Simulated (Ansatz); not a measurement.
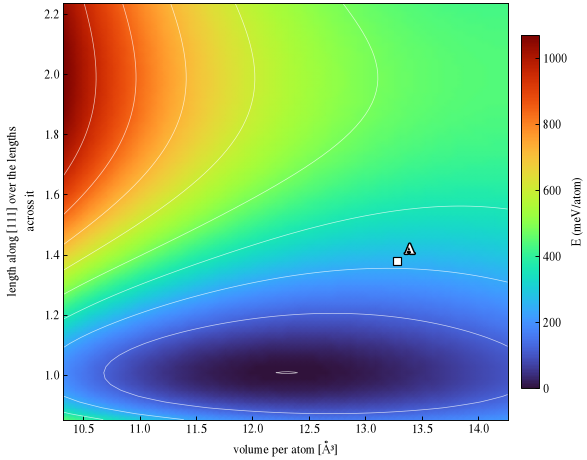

ZnCu (Pm-3m, No. 221; 2 atoms in the cell). The energy is mapped over volume and the cell's shape. The first coordinate is: volume per atom; the second: length along [111] over the lengths across it, relative to the cubic cell. Nothing is relaxed (symmetry fixes all fractional coordinates). The scan uses a 5 × 7 grid. Points are written as (first, second). Energies are in meV/atom, from the lowest grid point. All numbers below come from DFT PBEsol, scalar-relativistic, plane waves, PAW in Ansatz. Settings: cutoff 520 eV, k-mesh 18×18×18, gaussian smearing 0.15 eV, no spin polarisation.

Drawn: a smooth colour map with a few white contour lines, the point A. Between grid points the surface is interpolated.

### Is A at rest? If not, where is it pushed?

A, at (13.28 Å³, 1.379), is not a stationary point. The computed force is nearly zero along volume per atom and 700 meV/atom for each unit towards smaller values of the second coordinate.
